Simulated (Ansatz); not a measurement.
Al16HO24: single-point calculation (part 1 of 2)

The run: single-point calculation of Al16HO24 (defect cell, 41 atoms in the cell). Method and program: DFT PBE, scalar-relativistic, plane waves, PAW, spin-polarised (Ansatz 0.2.0).

The structure derives from a Materials Project entry.

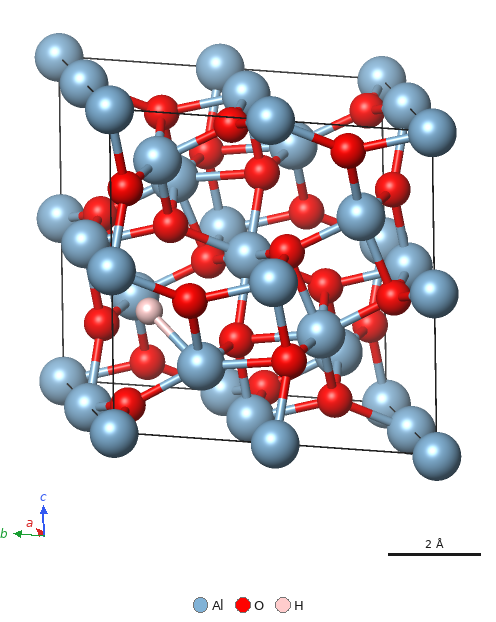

Figure 1. The structure (ball-and-stick view of the cell of the calculation, seen at an oblique angle). An atom can appear more than once, as a periodic image.

### The input
```yaml
crystal:
  lattice:
    - [-4.7976, -2.769896, 4.462709]
    - [4.7976, -2.769896, 4.462709]
    - [0.0, 5.539791, 4.462709]
  atoms:
    - { symbol: Al, position: [-0.0009070884, -0.0002392203, -0.0036099294] }
    - { symbol: Al, position: [0.499967311, 0.4982722354, -0.003069852] }
    - { symbol: Al, position: [0.502564255, 0.0022826086, 0.5004439543] }
    - { symbol: Al, position: [-0.0014910434, 0.4987954967, 0.4978216952] }
    - { symbol: Al, position: [0.5007244362, 0.4975701042, 0.4991197505] }
    - { symbol: Al, position: [-0.002203782, 0.0009851067, 0.4986221524] }
    - { symbol: Al, position: [0.0007856473, 0.50050311, -0.0014098604] }
    - { symbol: Al, position: [0.5012589714, 0.0005178789, -0.0043631962] }
    - { symbol: Al, position: [0.6939771448, 0.6937831998, 0.6927679834] }
    - { symbol: Al, position: [0.1940358343, 0.1946460313, 0.6918381564] }
    - { symbol: Al, position: [0.1961590739, 0.6958843677, 0.1940393348], spin: 0.01 }
    - { symbol: Al, position: [0.6949039253, 0.1937336415, 0.1919007453] }
    - { symbol: Al, position: [0.3063063698, 0.3066263069, 0.3027973802] }
    - { symbol: Al, position: [0.806910045, 0.8046383293, 0.3041324336] }
    - { symbol: Al, position: [0.8070473395, 0.3068304984, 0.8049218821] }
    - { symbol: Al, position: [0.3048837927, 0.8060156599, 0.8047769257] }
    - { symbol: O, position: [0.4172849933, 0.550740517, 0.2487361582], spin: 0.05 }
    - { symbol: O, position: [0.9168911137, 0.0596658331, 0.2496990969] }
    - { symbol: O, position: [0.9149938752, 0.5590880476, 0.7503648419] }
    - { symbol: O, position: [0.416174791, 0.0607070143, 0.749030318] }
    - { symbol: O, position: [0.4425700317, 0.7470078326, 0.5860199981], spin: 0.04 }
    - { symbol: O, position: [0.9395930214, 0.2484013971, 0.5827018612] }
    - { symbol: O, position: [0.9411169558, 0.7481596157, 0.0821481662] }
    - { symbol: O, position: [0.44099226, 0.2455896754, 0.0821418277] }
    - { symbol: O, position: [0.74580263, 0.5840163499, 0.4388376318] }
    - { symbol: O, position: [0.2472561185, 0.08788202, 0.4404351098], spin: 0.04 }
    - { symbol: O, position: [0.2484156359, 0.5840131416, 0.9389387638] }
    - { symbol: O, position: [0.7486741824, 0.0846041106, 0.9374541266] }
    - { symbol: O, position: [0.2518431226, 0.4166285723, 0.5577747849] }
    - { symbol: O, position: [0.7511770704, 0.9159084849, 0.5587734381] }
    - { symbol: O, position: [0.7525392114, 0.4147398633, 0.0571792651] }
    - { symbol: O, position: [0.2508678382, 0.9169833187, 0.0488565698], spin: 0.05 }
    - { symbol: O, position: [0.5609434423, 0.2508933886, 0.4140436582] }
    - { symbol: O, position: [0.050998178, 0.7506048179, 0.4151311136], spin: 0.05 }
    - { symbol: O, position: [0.0593426837, 0.2522827144, 0.9128438168] }
    - { symbol: O, position: [0.5599036979, 0.751616469, 0.914738508] }
    - { symbol: O, position: [0.5848275395, 0.4393591604, 0.7465318449] }
    - { symbol: O, position: [0.0842879204, 0.9407658625, 0.7436852672] }
    - { symbol: O, position: [0.0843058807, 0.4408346172, 0.2462769624] }
    - { symbol: O, position: [0.5881712663, 0.9423448999, 0.2451056193], spin: 0.04 }
    - { symbol: H, position: [0.3338748444, 0.8335680244, 0.3315693772], spin: 0.53 }
magnetization:
  spin_polarized: true
basis:
  ecutwfc: 420
  fft_grid_basis: typed
kpoints:
  mp_grid: { grid: [3, 3, 3] }
hamiltonian:
  xc: pbe
  pseudopotentials: { kind: paw }
scf:
  occupations: { method: gaussian, width: 0.05 }
  n_extra_bands: 15
output:
  forces: true
  stress: false
  eigenvalues: true
  bader: false
  write_density: false
  volumetric_format: npy
  populations: true
  band_densities:
    - { e_range: [-1.71, -1.1] }
    - { e_range: [1.1, 1.71] }
    - { e_range: [-1.21, -1.08] }
    - { e_range: [1.08, 1.32] }
  dos:
    e_range: [-30, 8]
    de: 0.02
    method: { smearing: { sigma: 0.03, scheme: gaussian } }
    projected: { site_lists: { Al: [Al], H: [H], O: [O] } }
checkpoint:
  read: start.run
  write: ck
  compress: false
  write_wavefunctions: false
  write_every: 100000
```

Run as:
```bash
ansatz run input.yaml --threads 4 --pin off --max-ram 10240MiB --backend cpu --events-out ev --progress --plain --runs-dir out
```

### What the program printed
```
Warning: the band count 112 (scf.n_extra_bands) hosts the net moment |M| = 0.8100 μB (N_el = 193) but caps the reachable moment at 2·n_bands − N_el = 31.0000 μB, below the 138 bands that the automatic rule leaves for it — a moment growing past the seed, or the majority channel's smearing tail, pins there with fewer empty majority states than that count leaves; raise or omit scf.n_extra_bands unless the cap is intended
Warning: checkpoint.read: spin seed differs: saved ac61e14514c7…, current 69b7d3ce0542…; the loaded state replaces the seed-built initial guess (but the starting_ns of a DFT+U solve that opens without the state's occupation matrices), so the run may converge into the producing seed's basin, or, where the symmetry group that follows from this deck's starting moments and starting_ns does not hold the saved magnetisation, lose that magnetisation at its first build. Where atoms have moved since the state was saved, this difference can also decide whether moments are moved with them. A self-consistent run of this deck without the state starts from its starting moments and, under a DFT+U term, its starting_ns
scf.n_extra_bands = 15 over 97 filled bands (N_el = 193.0): the run solves 112 bands
Engine: ansatz 0.2.0, aarch64-unknown-linux-gnu
Pseudopotentials: kind: paw
Pseudopotential: Al, paw, valence charge 3, recommended cutoff 420 eV (normal), Al.paw.azcp
Pseudopotential: O, paw, valence charge 6, recommended cutoff 420 eV (normal), O.paw.azcp
Pseudopotential: H, paw, valence charge 1, recommended cutoff 420 eV (normal), H.paw.azcp
Functional definition: PBE
  parameter kappa = 0.804
  parameter beta = 0.06672455060314922
  exchange = pbe_x(kappa = kappa, mu = beta*pi^2/3)
  correlation = pbe_c(beta = beta)
Crystal: 41 atoms, lattice volume = 355.826 Å³
Basis set: ecut = 420 eV, 6945 PW (Γ), exchange–correlation on 96×96×96 points (8 copies of the dense FFT grid, shifted against one another)
Bands: 112, of which v1, the nominal top of the filled ones, is band 97 counted from 1 (96 counted from 0)
Symmetry: 1 space group operations
Space group: P1 (ITA 1), of the structure as read, at distance tolerance 7.1e-5 Å
Magnetic group: BNS 1.1 (UNI 1), of the structure as read, at distance tolerance 7.1e-5 Å
k-points: 14 of 27 (time reversal used)
Non-local potential: Al, projectors of the file, l = 0: 2, l = 1: 2, l = 2: 1
Non-local potential: O, projectors of the file, l = 0: 2, l = 1: 2, l = 2: 1
Non-local potential: H, projectors of the file, l = 0: 2, l = 1: 1
PAW form: soft (Blöchl's): semilocal exchange-correlation on the pseudo side does not see the compensation charge
PAW one-centre angular grid: Al, 110 points (default); XC on 64 Gauss nodes
PAW one-centre angular grid: O, 110 points (default); XC on 64 Gauss nodes
PAW one-centre angular grid: H, 110 points (default); XC on 64 Gauss nodes
Initial density: read from a saved state, or passed on in memory by an earlier SCF of this step, an earlier step, the calling program or the single point that the run made first
Stability of the state it starts from, as read at its close in the collinear treatment: not read negative (Ritz values of 1 − χ₀K, real part plus size of imaginary part, from 0.77 to 0.80, by the mixing steps under no symmetry, where an eigenvalue check first deferred convergence); its run was given moments
Starting moments: Σ|m| = 0.81 μB on 8 of 41 sites; this step starts from the density that it was given
Initial wavefunctions: pseudopotential atomic-orbital guess
Functional: x = pbe(κ = 0.804, μ = 0.2195149727645171), c = pbe(β = 0.06672455060314922)
iter 1 solved again at ethr=1.13e-7 eV; its pass at ethr=3.10e-3 eV (dr2=2.18e-4 eV) is discarded
SCF iter   1: F=—  HF=-22288.251027 eV  |F-HF|=—  |Δ(HF+E_count)|=         —  Δρ=5.64e-7 (↑5.64e-7 ↓5.12e-7)  dr2=3.48e-9  dr2_m=7.71e-11  M=1.000 μB ∫|m|=1.053 μB  β_m=0.30  ethr=1.13e-7  ⟨swp⟩=4.3  Hψ=24464  notcnv=0
eigensolver tolerance schedule: the retry pair's looser diagonalisation over-reported the residual by 62594.65 of it (diagonalisation noise at an unbounded share of the residual, at the tolerance the schedule requests for it); recorded, not acted on — ethr = c·dr2/N_el stays at c = 1.0e-1
preconditioner: auto → Resta (q_TF=auto, 2.464 Å⁻¹)  ε∞=4.0  [insulator: Δε(μ)=2.219 eV  Ē_g=15.662 eV  σ=0.050 eV  W_gap=1.00  n_scr=86 (ndim 8)  ℏωp=27.3 eV  f_vac=0.003  D(μ)=0.00/eV (n_scr^D=0)  ε∞_Penn≈4.0]
spin=Collinear: Resta preconditioning applied to the charge; magnetization (m = ρ↑ − ρ↓) channel mixes plain (no charge-response kernel on spin).
SCF iter   2: F=—  HF=-22288.251468 eV  |F-HF|=—  |Δ(HF+E_count)|=   4.41e-4  Δρ=2.49e-7 (↑2.38e-7 ↓2.49e-7)  dr2=6.26e-10  dr2_m=5.69e-12  M=1.000 μB ∫|m|=1.053 μB  β_m=0.31  ethr=1.80e-12  ⟨swp⟩=12.8  Hψ=15005  notcnv=0
SCF iter   3: F=-22288.251468 eV  HF=-22288.251468 eV  |F-HF|=1.38e-10  |Δ(HF+E_count)|=  2.55e-11  Δρ=1.49e-7 (↑1.35e-7 ↓1.49e-7)  dr2=2.25e-10  dr2_m=3.79e-12  M=1.000 μB ∫|m|=1.053 μB  ethr=1.00e-12  ⟨swp⟩=1.0  Hψ=6384  notcnv=0
SCF 1 converged in 3 iterations: F = -22288.251468 eV  dr2 = 2.25e-10
  greatest PAW one-centre occupation: 0.864 electrons in one spin orbital (limit 2), on the O atom at site 31 (counted from 0), in its partial waves of l = 0
SCF converged after 3 iterations
Magnetization: 1.0000 μB (97.0000 up, 96.0000 down)
Absolute magnetization: 1.0540 μB (∫|ρ↑−ρ↓|, with the PAW one-centre terms)
Spin contamination: 0.0020 ħ² per cell (⟨S²⟩ above its minimum at these occupations)
Per-site moments (μB) at R_I (Å): [(0.00031376672385710234, 0.7809731527561309), (0.0003126556162995244, 0.7810018610203352), (-0.0006213275209485517, 0.7791474872009567), (0.0003126780648235772, 0.7810316690617243), (-6.428313414932027e-5, 0.7840271471905881), (-6.326704983521415e-5, 0.7840166975311498), (1.2930652813206336e-5, 0.7874956804737023), (-6.418528645575675e-5, 0.7840712034273443), (0.0005714268974662371, 0.7528842356512663), (0.00057278895118176, 0.7528844102337071), (0.007081646668632253, 0.7601485264629475), (0.0005738559308966725, 0.7529202615808359), (0.0007469769705735211, 0.752184020745094), (0.0007458742414726965, 0.7522415697849731), (9.473053067892438e-5, 0.7537524888337948), (0.0007480870795352715, 0.7522449009275438), (0.047754558350929455, 0.7646812688188416), (0.002845519036073922, 0.7546316824117644), (0.0004237268157193625, 0.7528842356512663), (0.0013399606987723866, 0.7543917049068833), (0.03633846733128631, 0.7522449009275438), (0.0008411127008947073, 0.7538035404713996), (-0.0002075143072768263, 0.7538170829711198), (0.0023191840586784768, 0.7546262136988326), (0.0023136054556645884, 0.7546239362625297), (0.036365353145607855, 0.752184020745094), (-0.00020730153041809734, 0.7537980303115949), (0.000841462737276683, 0.7537602955103961), (0.002838540591815425, 0.7546214924827883), (0.0013375277689572636, 0.7544328343436034), (0.00042367383243919435, 0.7529202615808359), (0.047774156666715584, 0.7646775926809379), (0.0013409593519575298, 0.7544039468081775), (0.04764719393903666, 0.764638852934799), (0.00042382677843271334, 0.7528844102337071), (0.0028371312562397465, 0.7546239710733792), (0.0008393580599230999, 0.7537524888337948), (0.002322049771059542, 0.754603916314213), (-0.00020712247803242147, 0.7538893622932933), (0.036445644909687894, 0.7522415697849731), (0.5338170245692277, 0.7601485264629475)]
Free energy (F): -22288.251468 eV
Harris-Foulkes:  -22288.251468 eV  (|F-HF|=1.38e-10)
Internal energy: -22288.251468 eV  (E = F + TS)
E sigma→0 (E₀):  -22288.251468 eV
Fermi energy:    10.324402 eV
--- Per-component energies (eV) ---
  E_band       = 152.594123
  E_kinetic    = 4753.759042
  E_local      = -8480.487896  (includes V_loc(G=0)·N_el)
  E_nonlocal   = 1300.199487
  E_hartree    = 3158.136481
  E_xc         = -2465.517255
  E_vxc        = -2802.547999  (∫ρ·V_xc dr)
  E_paw        = -11288.089316  (= ΣΔE_a)
  E_vpaw       = -934.660348  (= ΣTr[D̂ρ^β])
  E_aug_tail   = 0.059669  (compensation charges beyond the density's cutoff)
  E_ewald      = -9266.311680
  E_smearing   = -0.000000  (= −TS)
  E_closure    = 0.000000  (closes the sum)
  Σ components = -22288.251468   (vs F -22288.251468, Δ=0.00e0)
```
